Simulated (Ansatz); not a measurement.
Rb

Space group I4/mmm. This isn't the usual form at ambient conditions. The cell comes from a database of computed structures, not from a measurement.

Input file:

```
crystal:
  lattice:
    - [-2.9545118615, 2.9545118615, 2.7308451955]
    - [2.9545118615, -2.9545118615, 2.7308451955]
    - [2.9545118615, 2.9545118615, -2.7308451955]
  atoms:
    - { symbol: Rb, position: [0.0, 0.0, 0.0] }
basis:
  ecutwfc: 500
  fft_grid_basis: typed
kpoints:
  mp_grid: { grid: [8, 8, 8] }
hamiltonian:
  xc: r2scan
  pseudopotentials: { kind: paw }
scf:
  occupations: { method: gaussian, width: 0.05 }
output:
  forces: true
  stress: true
  eigenvalues: true
  bader: true
  write_density: true
  volumetric_format: npy
  elf: true
```

Launched as:

```sh
ansatz run input.yaml --threads 1 --pin off --max-ram 2560MiB --backend cpu --events-out ev --progress --plain --runs-dir out
```

The picture shows the conventional cell (a = 5.91 Å, b = 5.91 Å, c = 5.46 Å, α = 90.00°, β = 90.00°, γ = 90.00°).

Computed with DFT r2SCAN, scalar-relativistic, plane waves, PAW in Ansatz 0.2.0.

> How does the converged density differ from a superposition of free atoms?

Over the whole cell, outside the masked cores, the largest gain, 0.003 e/Å³, lies 3.1 Å from a rubidium nucleus, and the largest loss, 0.004 e/Å³, lies 1.5 Å from a rubidium nucleus. In all about 0.11 e an atom is rearranged against the free atoms.

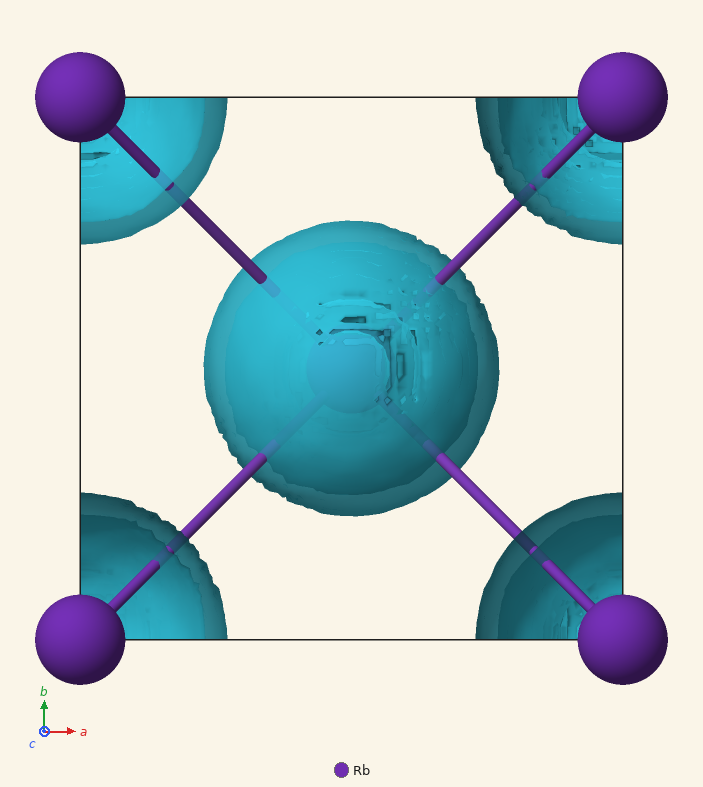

Computed deformation density: cyan surfaces at −0.004, none at +0.004 e/Å³, in the conventional cell seen along the c axis (the regions close to the nuclei are left out).

Cores are masked to 1.0 Å (Rb).

Core electrons are frozen (PAW), so the fields are smoothed inside the atomic spheres.

Cost of the run: 24 s on 1 thread of Arm Neoverse N1, with other jobs on the host, peak memory 0.61 GiB.
